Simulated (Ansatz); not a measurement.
System: ZnO.

```xyz
32
Lattice="6.5588 0.0000 0.0000 -3.2794 -5.6801 0.0000 0.0000 0.0000 -10.5864" Properties=species:S:1:pos:R:3 pbc="T T T"
Zn    0.0000   -1.8933   -2.6434
Zn    0.0000   -1.8933   -7.9366
Zn    3.2794   -1.8933   -2.6434
Zn    3.2794   -1.8933   -7.9366
Zn   -1.6397   -4.7334   -2.6434
Zn   -1.6397   -4.7334   -7.9366
Zn    1.6397   -4.7334   -2.6434
Zn    1.6397   -4.7334   -7.9366
Zn    4.9190   -0.9467   -5.2900
Zn    4.9190   -0.9467  -10.5832
Zn    1.6397   -0.9467   -5.2900
Zn    1.6397   -0.9467  -10.5832
Zn    3.2794   -3.7867   -5.2900
Zn    3.2794   -3.7867  -10.5832
Zn    0.0000   -3.7867   -5.2900
Zn    0.0000   -3.7867  -10.5832
O     0.0000   -1.8933   -0.6368
O     0.0000   -1.8933   -5.9299
O     3.2794   -1.8933   -0.6368
O     3.2794   -1.8933   -5.9299
O    -1.6397   -4.7334   -0.6368
O    -1.6397   -4.7334   -5.9299
O     1.6397   -4.7334   -0.6368
O     1.6397   -4.7334   -5.9299
O     4.9190   -0.9467   -3.2834
O     4.9190   -0.9467   -8.5765
O     1.6397   -0.9467   -3.2834
O     1.6397   -0.9467   -8.5765
O     3.2794   -3.7867   -3.2834
O     3.2794   -3.7867   -8.5765
O     0.0000   -3.7867   -3.2834
O     0.0000   -3.7867   -8.5765
```

Space group P6₃mc; a structure from a database of computed crystals, not necessarily the ambient phase.

Computed with DFT PBE, scalar-relativistic, plane waves, PAW (Ansatz).

What can the converged valence pseudo-density and electron localisation function tell about the bonding?

Answer. Zn–O (2.01 Å): ρ is about 0.54 e/Å³ halfway; the ELF peaks at about 0.85 in the valence shell of O, 0.6 Å from its nucleus, and is about 0.25 at the midpoint (no localised pair shows between them).

Metal or insulator at this level of theory?

Answer. It is gapped, with a Kohn–Sham gap of 1.2 eV on the k-point mesh (the band edges may lie off the mesh, which would make the gap smaller).

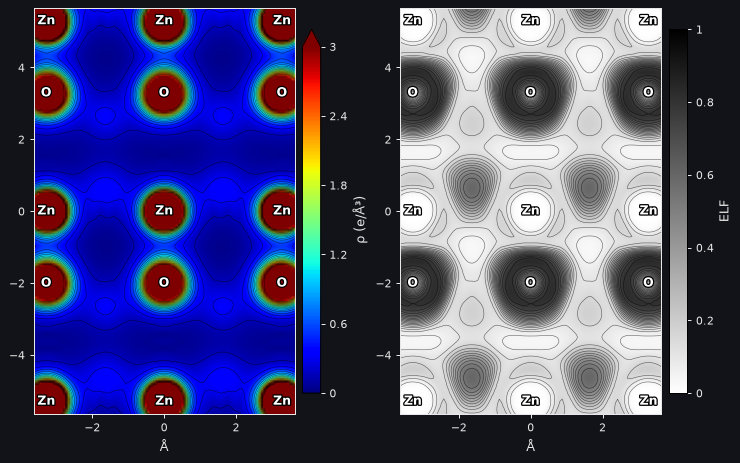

Computed valence pseudo-density and electron localisation function on the (100) plane of the calculation cell, in this order. Atoms just off the plane (Zn, 0.9 Å away and O, 0.9 Å away) can leave unmarked features too.

In a PAW calculation such maps are meaningful between the atoms, not at the nuclei.
